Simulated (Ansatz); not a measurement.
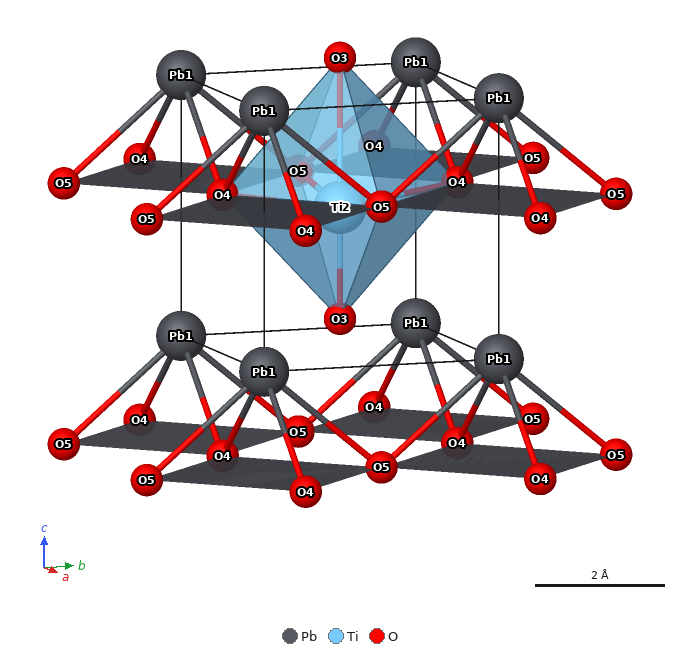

**Figure 1.** The structure (polyhedral view of the cell of the calculation, seen slightly off an axis; polyhedra are completed across the faces of the cell; atoms are numbered from 1 in the order of the input).

**Two runs on TiPbO$_{3}$**

System: TiPbO$_{3}$ (P4mm, 5 atoms in the cell).
Method of the first run: DFT, PBE, plane waves, PAW, no spin polarisation (Ansatz 0.2.0).

The structure derives from an entry of the Crystallography Open Database. Text and figures count atoms from 1; the logs count them from 0 in places.

## Input file, the first run
```yaml
crystal:
  lattice:
    - [3.86317707, 0.0, 0.0]
    - [0.0, 3.86317707, 0.0]
    - [0.0, 0.0, 4.09708713]
  atoms:
    - { symbol: Pb, position: [0.0, 0.0, 0.0] }
    - { symbol: Ti, position: [0.5, 0.5, 0.5368] }
    - { symbol: O, position: [0.5, 0.5, 0.11] }
    - { symbol: O, position: [0.5, 0.0, 0.609] }
    - { symbol: O, position: [0.0, 0.5, 0.609] }
  symmetry: { tolerance: 0.0003 }
kpoints:
  mp_grid: { grid: [5, 5, 5], shift: [0, 0, 0] }
magnetization:
  spin_polarized: false
scf:
  occupations: { method: fermi_dirac, width: 0.0484 }
  eigensolver: { kind: davidson }
hamiltonian:
  pseudopotentials: { kind: paw }
  xc: pbe
basis:
  ecutwfc: 420
output:
  forces: true
  stress: true
  eigenvalues: true
```

Command:
```bash
ansatz run input.yaml --threads 1 --pin off --max-ram 2560MiB --backend cpu --events-out ev --progress --plain --runs-dir out
```

Hardware: 1 thread of an Arm (aarch64) CPU, shared host.

## Output, shortened to warnings, some set-up lines, iterations and results (the first run)
```
Basis set: ecut = 420 eV, 1197 PW (Γ), exchange–correlation on 54×54×60 points (8 copies of the dense FFT grid, shifted against one another)
Symmetry: 8 space group operations
k-points: 18 of 125 (time reversal used)
Initial density: superposition of atomic densities (neutral atoms: chi_scale 0, normalization atom), corrected by the library's trained network
[...]
SCF iter   1: F=—  HF=-16112.348782 eV  |F-HF|=—  |Δ(HF+E_count)|=         —  Δρ=1.73e-3  dr2=9.93e-4  ethr=1.77e-3  ⟨swp⟩=5.1  Hψ=2019  notcnv=0
SCF iter   2: F=—  HF=-16112.350104 eV  |F-HF|=—  |Δ(HF+E_count)|=   1.32e-3  Δρ=8.25e-4  dr2=2.03e-4  ethr=2.26e-6  ⟨swp⟩=4.1  Hψ=1447  notcnv=0  defer=1
SCF iter   3: F=—  HF=-16112.350339 eV  |F-HF|=—  |Δ(HF+E_count)|=   2.35e-4  Δρ=1.84e-4  dr2=1.38e-5  ethr=3.23e-8  ⟨swp⟩=3.4  Hψ=2020  notcnv=0
SCF iter   4: F=—  HF=-16112.350307 eV  |F-HF|=—  |Δ(HF+E_count)|=   3.18e-5  Δρ=3.83e-5  dr2=9.69e-7  ethr=3.13e-8  ⟨swp⟩=3.4  Hψ=1092  notcnv=0
SCF iter   5: F=-16112.350307 eV  HF=-16112.350307 eV  |F-HF|=7.73e-9  |Δ(HF+E_count)|=   2.02e-7  Δρ=1.24e-5  dr2=8.35e-8  ethr=2.20e-9  ⟨swp⟩=4.4  Hψ=1139  notcnv=0
SCF iter   6: F=-16112.350307 eV  HF=-16112.350307 eV  |F-HF|=3.78e-10  |Δ(HF+E_count)|=   3.48e-8  Δρ=3.04e-6  dr2=7.04e-9  ethr=1.90e-10  ⟨swp⟩=3.3  Hψ=1044  notcnv=0
SCF 1 converged in 6 iterations: F = -16112.350307 eV  dr2 = 7.04e-9
  Residual-converged pass: ⟨swp⟩=3.9  Hψ=1243  notcnv=0  max |occ|·‖R‖ = 6.5e-6 eV (tolerance 6.7e-6 eV)  dr2=7.41e-9  dr2_onsite=7.30e-10  max |Δocc| = 3.9e-15
SCF converged after 6 iterations
Free energy (F): -16112.350307 eV
Harris-Foulkes:  -16112.350307 eV  (|F-HF|=3.78e-10)
Internal energy: -16112.350307 eV  (E = F + TS)
E sigma→0 (E₀):  -16112.350307 eV
Fermi energy:    11.691884 eV
--- Per-component energies (eV) ---
  E_band       = -153.313363
  E_kinetic    = 1090.249719
  E_local      = -2629.011085  (includes V_loc(G=0)·N_el)
  E_nonlocal   = 497.648114
  E_hartree    = 1016.750069
  E_xc         = -543.888011
  E_vxc        = -542.288761  (∫ρ·V_xc dr)
  E_paw        = -11921.893889  (= ΣΔE_a)
  E_vpaw       = -603.419006  (= ΣTr[D̂ρ^β])
  E_aug_tail   = 0.007549  (compensation charges beyond the density's cutoff)
  E_ewald      = -3622.212773
  E_smearing   = -0.000000  (= −TS)
  E_closure    = -0.000000  (closes the sum)
  Σ components = -16112.350307   (vs F -16112.350307, Δ=0.00e0)
--- Forces (eV/Å), atoms counted from 1 ---
  atom   1  Pb    -0.00000000     0.00000000     0.23202935
  atom   2  Ti    -0.00000000     0.00000000     0.38321161
  atom   3  O     -0.00000000     0.00000000    -0.87176145
  atom   4  O     -0.00000000     0.00000000     0.12823792
  atom   5  O      0.00000000     0.00000000     0.12823792
  max |Σ_I F_I| component: 4.47e-5 eV/Å
--- Stress (GPa, compression-positive) ---
       10.507078       0.000000       0.000000
        0.000000      10.507078       0.000000
        0.000000       0.000000      12.088754
  P = ⅓ Tr σ = 11.0343 GPa (110.343 kbar)
```

For the second run the input was changed thus:
```diff
-  eigensolver: { kind: davidson }
+  mixing: { preconditioner: kerker_dos }
+  ecutrho_ratio: 4
```

How does the second run compare with the first run?

The energy doesn't change within 0.01 meV per atom. The SCF takes 7 iterations against 6.

## Output, shortened to warnings, some set-up lines, iterations and results (the second run)
```
Basis set: ecut = 420 eV, 1197 PW (Γ), exchange–correlation on 54×54×60 points (8 copies of the dense FFT grid, shifted against one another)
Symmetry: 8 space group operations
k-points: 18 of 125 (time reversal used)
Initial density: superposition of atomic densities (neutral atoms: chi_scale 0, normalization atom), corrected by the library's trained network
[...]
SCF iter   1: F=—  HF=-16112.349820 eV  |F-HF|=—  |Δ(HF+E_count)|=         —  Δρ=1.80e-3  dr2=1.15e-3  ethr=1.77e-3  ⟨swp⟩=6.4  Hψ=2336  notcnv=0
SCF iter   2: F=—  HF=-16112.350324 eV  |F-HF|=—  |Δ(HF+E_count)|=   5.04e-4  Δρ=1.55e-3  dr2=1.16e-3  ethr=2.62e-6  ⟨swp⟩=2.0  Hψ=960  notcnv=0
SCF iter   3: F=—  HF=-16112.350251 eV  |F-HF|=—  |Δ(HF+E_count)|=   7.31e-5  Δρ=6.60e-4  dr2=1.98e-4  ethr=2.62e-6  ⟨swp⟩=2.0  Hψ=673  notcnv=0
SCF iter   4: F=—  HF=-16112.350319 eV  |F-HF|=—  |Δ(HF+E_count)|=   6.80e-5  Δρ=2.98e-4  dr2=2.77e-5  ethr=4.49e-7  ⟨swp⟩=2.1  Hψ=593  notcnv=0
SCF iter   5: F=—  HF=-16112.350305 eV  |F-HF|=—  |Δ(HF+E_count)|=   1.34e-5  Δρ=1.47e-4  dr2=1.06e-5  ethr=6.29e-8  ⟨swp⟩=2.0  Hψ=771  notcnv=0
SCF iter   6: F=—  HF=-16112.350307 eV  |F-HF|=—  |Δ(HF+E_count)|=   1.25e-6  Δρ=4.26e-5  dr2=4.72e-7  ethr=2.40e-8  ⟨swp⟩=2.0  Hψ=628  notcnv=0
SCF iter   7: F=-16112.350307 eV  HF=-16112.350307 eV  |F-HF|=3.77e-8  |Δ(HF+E_count)|=   5.18e-7  Δρ=9.88e-6  dr2=5.44e-8  ethr=2.27e-10  ⟨swp⟩=7.9  Hψ=2240  notcnv=0
SCF 1 converged in 7 iterations: F = -16112.350307 eV  dr2 = 5.44e-8
SCF converged after 7 iterations
Free energy (F): -16112.350307 eV
Harris-Foulkes:  -16112.350307 eV  (|F-HF|=3.77e-8)
Internal energy: -16112.350307 eV  (E = F + TS)
E sigma→0 (E₀):  -16112.350307 eV
Fermi energy:    11.691886 eV
--- Per-component energies (eV) ---
  E_band       = -153.313098
  E_kinetic    = 1090.251036
  E_local      = -2629.012378  (includes V_loc(G=0)·N_el)
  E_nonlocal   = 497.647976
  E_hartree    = 1016.750338
  E_xc         = -543.888329
  E_vxc        = -542.289175  (∫ρ·V_xc dr)
  E_paw        = -11921.893725  (= ΣΔE_a)
  E_vpaw       = -603.418759  (= ΣTr[D̂ρ^β])
  E_aug_tail   = 0.007549  (compensation charges beyond the density's cutoff)
  E_ewald      = -3622.212773
  E_smearing   = -0.000000  (= −TS)
  E_closure    = 0.000000  (closes the sum)
  Σ components = -16112.350307   (vs F -16112.350307, Δ=0.00e0)
--- Forces (eV/Å), atoms counted from 1 ---
  atom   1  Pb    -0.00000000     0.00000000     0.23204089
  atom   2  Ti    -0.00000000     0.00000000     0.38330485
  atom   3  O     -0.00000000     0.00000000    -0.87182901
  atom   4  O     -0.00000000     0.00000000     0.12823301
  atom   5  O      0.00000000     0.00000000     0.12823301
  max |Σ_I F_I| component: 1.73e-5 eV/Å
--- Stress (GPa, compression-positive) ---
       10.506689       0.000000       0.000000
        0.000000      10.506689       0.000000
        0.000000       0.000000      12.088793
  P = ⅓ Tr σ = 11.0341 GPa (110.341 kbar)
```

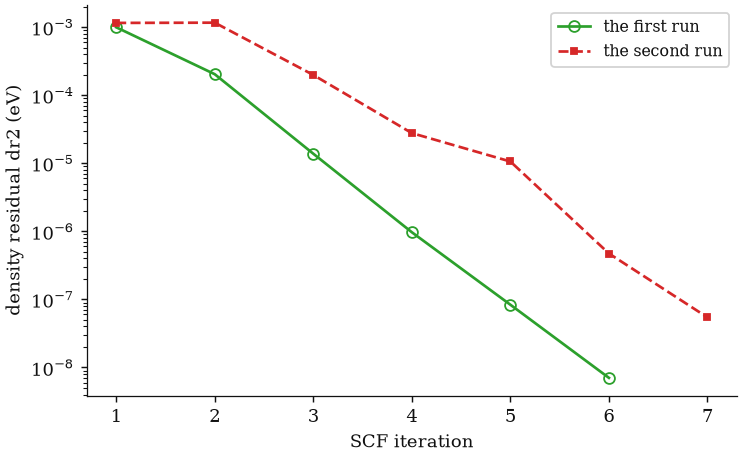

**Figure 2.** Convergence of the two runs: density residual dr2 against the SCF iteration. The first run takes 6 iterations in all, and the second run takes 7.

## The two runs side by side

```csv
quantity,the first run,the second run
outcome,converged,converged
free energy per atom (eV),−3222.4701,−3222.4701
gap on the mesh (eV),2.08,2.08
pressure (GPa),11.03,11.03
largest force (eV/Å),0.872,0.872
SCF iterations,6,7
irreducible k-points,18,18
plane waves at Γ,1197,1197
wall time (shared host),6.4 s,4.3 s
```

For both runs: Spin–orbit coupling is left out, which matters for Pb. The cell is under a pressure of 11.0 GPa at this level, so it is not at its equilibrium volume.
